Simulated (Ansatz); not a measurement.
## Single-point calculation of AlNi₃

AlNi₃ (Fm-3m, 4 atoms in the cell), computed with DFT PBEsol, scalar-relativistic, plane waves, PAW, no spin polarisation (Ansatz 0.2.0).

The structure derives from a Materials Project entry. Figures and captions count atoms from 1; the log counts them from 0 in places.

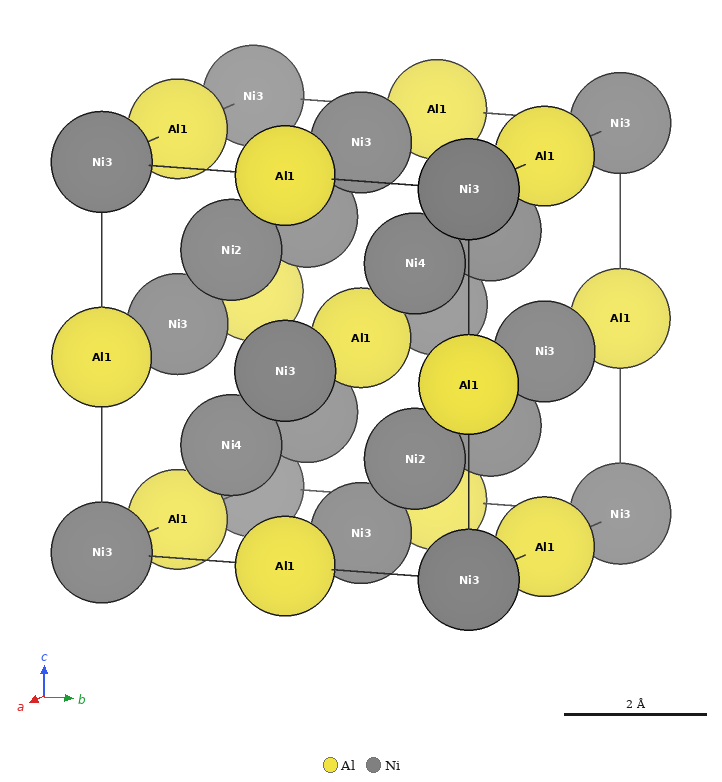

The input geometry (spheres-only view of the cell 4 times as large as that of the calculation, set on its symmetry axes, seen slightly off an axis; atoms are numbered from 1 in the order of the input).

**Results in brief**

| quantity | value |
| --- | --- |
| outcome | converged |
| space group (tolerance 0.01 Å) | Fm-3m (225) |
| electrons treated | 57 |
| free energy | −17941.0084 eV |
| Fermi energy | 16.290 eV |
| gap on the k-point mesh | none (metallic) |
| pressure | −0.78 GPa |
| largest force (length of the vector) | under 0.001 eV/Å |
| hardware | 1 thread of Arm Neoverse V1, 24 GiB of memory available, shared host |
| wall time | 37 s |
| peak memory | 0.36 GiB |

**Remarks**

The run has no spin polarisation, so a magnetic state may lie lower.

**Input**
```yaml
crystal:
  lattice:
    - [0.0, 2.8018887551, 2.8018887551]
    - [2.8018887551, 0.0, 2.8018887551]
    - [2.8018887551, 2.8018887551, 0.0]
  atoms:
    - { symbol: Al, position: [0.5, 0.5, 0.5] }
    - { symbol: Ni, position: [0.25, 0.25, 0.25] }
    - { symbol: Ni, position: [0.0, 0.0, 0.0] }
    - { symbol: Ni, position: [0.75, 0.75, 0.75] }
basis:
  ecutwfc: 500
  fft_grid_basis: typed
kpoints:
  mp_grid: { grid: [10, 10, 10] }
hamiltonian:
  xc: pbesol
scf:
  occupations: { method: gaussian, width: 0.05 }
output:
  forces: true
  stress: true
  eigenvalues: true
  bader: true
  write_density: true
  volumetric_format: npy
  elf: true
```

Command:
```bash
ansatz run input.yaml --threads 1 --pin off --max-ram 2560MiB --backend cpu --events-out ev --progress --plain --runs-dir out
```

**The program's output**
```
Engine: ansatz 0.2.0, aarch64-unknown-linux-gnu
Pseudopotentials: kind: paw
Pseudopotential: Al, paw, valence charge 3, recommended cutoff 420 eV (normal), Al.paw.azcp
Pseudopotential: Ni, paw, valence charge 18, recommended cutoff 420 eV (normal), Ni.paw.azcp
Functional definition: PBEsol
  exchange = pbesol_x
  correlation = pbesol_c
Crystal: 4 atoms, lattice volume = 43.993 Å³
Basis set: ecut = 500 eV, 1139 PW (Γ), exchange–correlation on 60×60×60 points (8 copies of the dense FFT grid, shifted against one another)
Bands: 35, of which v1, the nominal top of the filled ones, is band 29 counted from 1 (28 counted from 0)
Symmetry: 48 space group operations
Space group: Fm-3m (ITA 225), of the structure as read, at distance tolerance 3.5e-5 Å
k-points: 47 of 1000
Non-local potential: Al, projectors of the file, l = 0: 2, l = 1: 2, l = 2: 1
Non-local potential: Ni, projectors of the file, l = 0: 3, l = 1: 2, l = 2: 3, l = 3: 1
PAW form: soft (Blöchl's): semilocal exchange-correlation on the pseudo side does not see the compensation charge
PAW frozen core: Al, regenerated for the run's functional, and the local potential with it (the file was generated under x = pbe(κ = 0.804, μ = 0.2195149727645171), c = pbe(β = 0.06672455060314922))
PAW frozen core: Ni, regenerated for the run's functional, and the local potential with it (the file was generated under x = pbe(κ = 0.804, μ = 0.2195149727645171), c = pbe(β = 0.06672455060314922))
PAW one-centre angular grid: Al, 110 points (default); XC on 64 Gauss nodes
PAW one-centre angular grid: Ni, 590 points (default); XC on 64 Gauss nodes
Initial density: superposition of atomic densities (neutral atoms: chi_scale 0, normalization atom), corrected by the library's trained network
Initial wavefunctions: pseudopotential atomic-orbital guess
Functional: x = pbesol(κ = 0.804, μ = 0.12345679012345678), c = pbesol(β = 0.046)
SCF iter   1: F=—  HF=-17941.039005 eV  |F-HF|=—  |Δ(HF+E_count)|=         —  Δρ=2.91e-2  dr2=2.44e-1  ethr=1.77e-3  ⟨swp⟩=5.9  Hψ=5922  notcnv=0
preconditioner: auto → Kerker (q_TF=auto, 2.849 Å⁻¹)  [metal: Δε(μ)=0.026 eV  Ē_g=7.547 eV  σ=0.050 eV  W_gap=0.28  n_scr=14 (ndim 8)  ℏωp=32.2 eV  f_vac=0.002  D(μ)=1.74/eV (n_scr^D=14)]
SCF iter   2: F=—  HF=-17941.011225 eV  |F-HF|=—  |Δ(HF+E_count)|=   2.78e-2  Δρ=8.15e-3  dr2=2.55e-2  ethr=4.29e-4  ⟨swp⟩=2.4  Hψ=2579  notcnv=0  defer=69
SCF iter   3: F=—  HF=-17941.008700 eV  |F-HF|=—  |Δ(HF+E_count)|=   2.53e-3  Δρ=2.17e-3  dr2=2.36e-3  ethr=4.48e-5  ⟨swp⟩=1.9  Hψ=1712  notcnv=0  defer=70
SCF iter   4: F=—  HF=-17941.008424 eV  |F-HF|=—  |Δ(HF+E_count)|=   2.76e-4  Δρ=4.43e-4  dr2=3.69e-5  ethr=4.15e-6  ⟨swp⟩=2.4  Hψ=2487  notcnv=0  defer=70
SCF iter   5: F=—  HF=-17941.008436 eV  |F-HF|=—  |Δ(HF+E_count)|=   1.19e-5  Δρ=1.82e-4  dr2=7.46e-6  ethr=6.47e-8  ⟨swp⟩=2.2  Hψ=2941  notcnv=0  defer=70
SCF iter   6: F=—  HF=-17941.008434 eV  |F-HF|=—  |Δ(HF+E_count)|=   1.38e-6  Δρ=7.05e-5  dr2=2.27e-6  ethr=1.31e-8  ⟨swp⟩=2.7  Hψ=2347  notcnv=0  defer=70
SCF iter   7: F=—  HF=-17941.008434 eV  |F-HF|=—  |Δ(HF+E_count)|=   1.55e-7  Δρ=1.70e-5  dr2=1.43e-7  ethr=3.98e-9  ⟨swp⟩=1.0  Hψ=1575  notcnv=0  defer=70
SCF iter   8: F=-17941.008434 eV  HF=-17941.008434 eV  |F-HF|=1.37e-9  |Δ(HF+E_count)|=   6.57e-9  Δρ=2.19e-6  dr2=1.46e-9  ethr=1.75e-10  ⟨swp⟩=8.4  Hψ=7308  notcnv=0
SCF 1 converged in 8 iterations: F = -17941.008434 eV  dr2 = 1.46e-9
  greatest PAW one-centre occupation: 1.001 electrons in one spin orbital (limit 2), on the Ni atom at site 3 (counted from 0), in its partial waves of l = 1
```

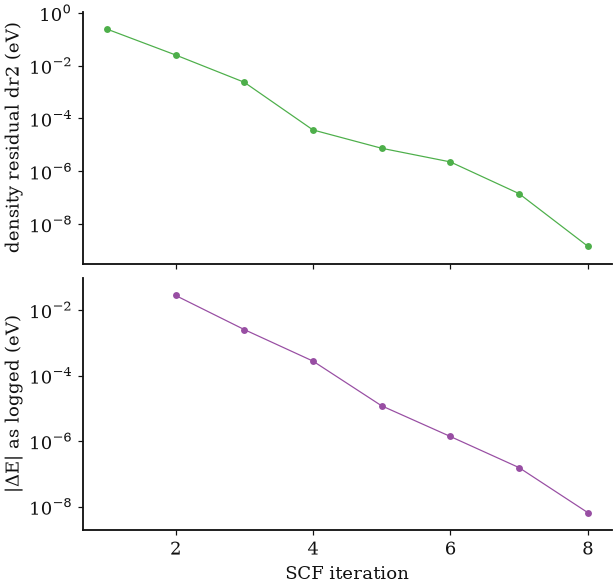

Convergence of the self-consistent field: density residual dr2 and size of the energy change against the SCF iteration. The residual falls at every step.

```
SCF converged after 8 iterations
Free energy (F): -17941.008434 eV
Harris-Foulkes:  -17941.008434 eV  (|F-HF|=1.37e-9)
Internal energy: -17941.006000 eV  (E = F + TS)
E sigma→0 (E₀):  -17941.007217 eV
Entropy (-TS):   -0.002435 eV (-0.609 meV/atom)
Fermi energy:    16.289818 eV
--- Per-component energies (eV) ---
  E_band       = -905.368717
  E_kinetic    = 881.073549
  E_local      = -11858.702337  (includes V_loc(G=0)·N_el)
  E_nonlocal   = 1926.398473
  E_hartree    = 5046.829426
  E_xc         = -295.479468
  E_vxc        = -360.596046  (∫ρ·V_xc dr)
  E_paw        = -5246.602211  (= ΣΔE_a)
  E_vpaw       = -1587.202178  (= ΣTr[D̂ρ^β])
  E_aug_tail   = 0.000675  (compensation charges beyond the density's cutoff)
  E_ewald      = -8395.135113
  E_core_change = 0.611006  (= ΣΔE_core)
  E_smearing   = -0.002435  (= −TS)
  E_closure    = -0.000000  (closes the sum)
  Σ components = -17941.008434   (vs F -17941.008434, Δ=0.00e0)
--- Forces (eV/Å), atoms counted from 1 ---
  atom   1  Al    -0.00000000     0.00000000     0.00000000
  atom   2  Ni    -0.00000000    -0.00000000     0.00000000
  atom   3  Ni    -0.00000000    -0.00000000     0.00000000
  atom   4  Ni    -0.00000000    -0.00000000    -0.00000000
  max |Σ_I F_I| component: 8.33e-17 eV/Å
--- Stress (GPa, compression-positive) ---
       -0.775268       0.000000      -0.000000
        0.000000      -0.775268      -0.000000
        0.000000       0.000000      -0.775268
  P = ⅓ Tr σ = -0.7753 GPa (-7.753 kbar)
--- Band table (eV; the first three rows and the last of 47) ---
  k-point 0: bands = ["-86.4223", "-86.4136", "-86.1832", "-46.9860", "-46.9860", "-46.9860", "-46.9742", "-46.9742", "-46.9742", "-46.7239", "-46.7239", "-46.7239", "6.0341", "12.6653", "12.6653", "12.7908", "12.7908", "12.7908", "13.8915", "13.8915", "13.8915", "15.3902", "15.3902", "15.3902", "15.7448", "15.7448", "15.7898", "15.7898", "21.7101", "21.7101", "21.7101", "22.2086", "22.2086", "22.2086", "23.4180"]
  k-point 1: bands = ["-86.4220", "-86.4138", "-86.1833", "-46.9892", "-46.9867", "-46.9867", "-46.9740", "-46.9740", "-46.9705", "-46.7245", "-46.7234", "-46.7234", "6.1831", "12.6120", "12.6120", "12.7080", "12.9241", "12.9241", "13.8656", "13.8757", "13.8757", "15.2575", "15.2997", "15.2997", "15.7704", "15.7704", "15.7856", "15.7856", "20.1845", "21.2967", "21.2967", "22.4585", "22.6320", "22.6320", "24.0033"]
  k-point 2: bands = ["-86.4211", "-86.4142", "-86.1837", "-46.9923", "-46.9883", "-46.9883", "-46.9735", "-46.9735", "-46.9662", "-46.7259", "-46.7223", "-46.7223", "6.6242", "12.4341", "12.5993", "12.5993", "13.1549", "13.1549", "13.7063", "13.8398", "13.8398", "15.0000", "15.0937", "15.0937", "15.7360", "15.7360", "15.8323", "15.8323", "18.4721", "20.8703", "20.8703", "22.2291", "22.5811", "22.5811", "24.3593"]
  k-point 46: bands = ["-86.4172", "-86.4165", "-86.1854", "-47.0135", "-46.9942", "-46.9904", "-46.9774", "-46.9563", "-46.9555", "-46.7295", "-46.7222", "-46.7152", "10.2181", "11.0158", "11.6058", "11.9797", "13.5724", "13.6728", "13.8144", "13.9246", "14.1589", "14.3276", "14.8149", "14.9063", "15.6168", "15.6305", "15.7587", "15.8220", "16.1745", "16.2486", "16.2945", "22.7941", "22.9814", "25.0142", "25.0616"]
--- Bader charges: 4 sites ---
  site symbol  charge [e]  shift [e]
     0     Al      1.8418     0.0014
     1     Ni     -0.8099     0.0001
     2     Ni     -0.2221     0.0016
     3     Ni     -0.8099     0.0001
  estimated error of the sums over rays = 3.3e-4 e
```

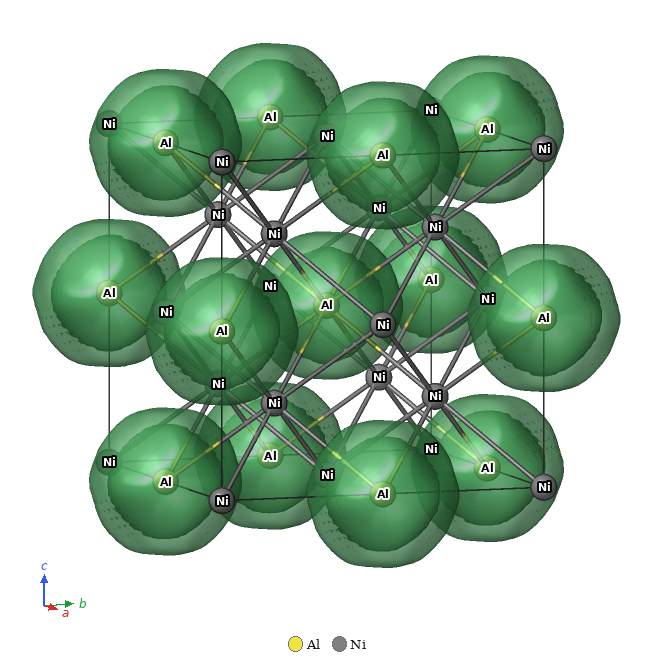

Isosurface of the electron localisation function at 0.45 (green), seen slightly off an axis. Only the valence region is drawn (cores and ρ < 0.01 e/Å³ removed). Sticks mark near contacts. The outline is the cell set on symmetry axes. Profiles from the grid: Al–Ni (2.43 Å): the ELF is about 0.40 at the midpoint (no shared electron pair). Ni–Ni (2.43 Å): the ELF is about 0.25 at the midpoint (no localised pair between them). The fields are those of the smooth PAW valence density.

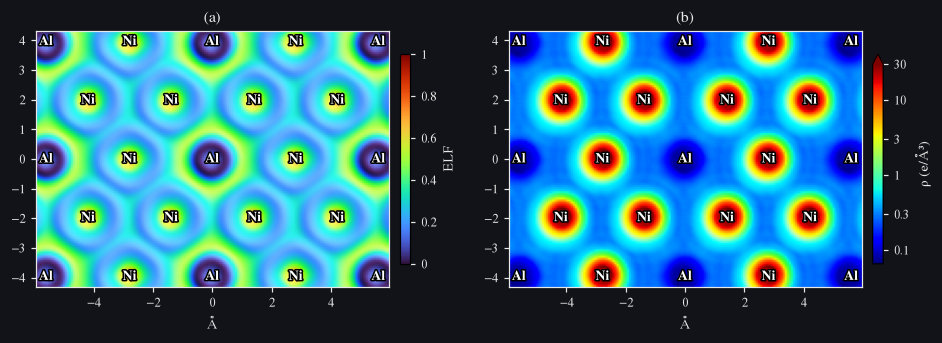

(a) ELF; (b) valence electron density on the (101) plane of the conventional cell. Atoms in the plane: Al and Ni. Al–Ni (2.43 Å): the density is about 0.32 e/Å³ at the midpoint; the ELF is about 0.40 at the midpoint (no localised pair between them). Ni–Ni (2.43 Å): the density is about 0.35 e/Å³ at the midpoint; the ELF is about 0.25 at the midpoint (no shared electron pair). Away from the nuclei the density in this plane falls to 0.23 e/Å³ at its lowest. The strong features right at Ni lie inside the PAW spheres (semicore, d or f shells) and say nothing about bonding.
